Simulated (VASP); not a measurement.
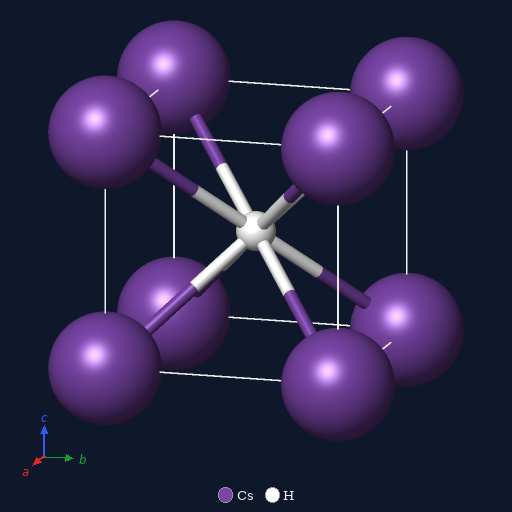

System: CsH, space group Pm-3m (No. 221). The picture shows the cell.

Structure:
```yaml
crystal:
  lattice:
    - [3.64918, 0.00000, 0.00000]
    - [0.00000, 3.64918, 0.00000]
    - [0.00000, 0.00000, 3.64918]
  atoms:
    - { symbol: Cs, position: [0.00000, 0.00000, 0.00000] }
    - { symbol: H, position: [0.50000, 0.50000, 0.50000] }
```

Computed with VASP 6.6.1: plane-wave DFT, no spin polarisation; elastic constants in Voigt order on the axes of the given cell. Level: LDA.

```json
{"setting": "k mesh", "value": "5×5×5"}
{"setting": "occupations", "value": "Gaussian"}
{"setting": "smearing width", "value": "0.01 eV"}
{"setting": "potentials", "value": "VASP PAW LDA potentials, hard"}
{"setting": "wave cutoff", "value": "980 eV"}
{"setting": "read at", "value": "relaxed cell"}
```

The cell shown is the relaxed one, at which the result was read.

Describe the result: the stiffness matrix in Voigt order.

All six eigenvalues of the matrix are positive (the least is 10.7 GPa), so the crystal is mechanically stable. Over all directions E runs from 27 to 51 GPa, a ratio of 1.90. E is 51 GPa along x, y and z alike, and 27 GPa along the body diagonal x + y + z. The Hill averages are K = 19 GPa and G = 15 GPa; K/G = 1.25.

Stiffness matrix C (GPa), Voigt order:
```
      xx    yy    zz    yz    xz    xy
xx  51.5   2.5   2.5   0.0   0.0   0.0
yy   2.5  51.5   2.5   0.0   0.0   0.0
zz   2.5   2.5  51.5   0.0   0.0   0.0
yz   0.0   0.0   0.0  10.7   0.0   0.0
xz   0.0   0.0   0.0   0.0  10.7   0.0
xy   0.0   0.0   0.0   0.0   0.0  10.7
```

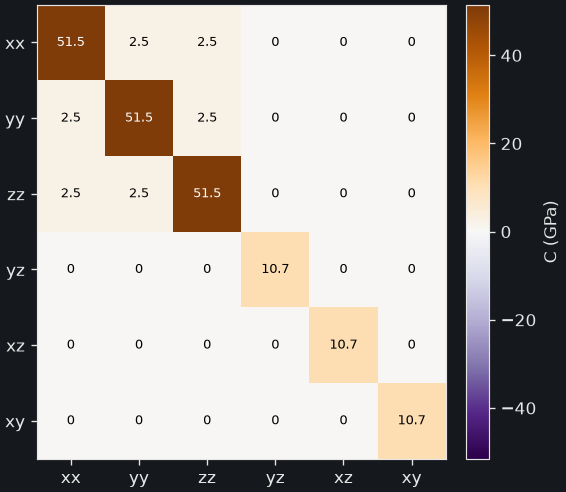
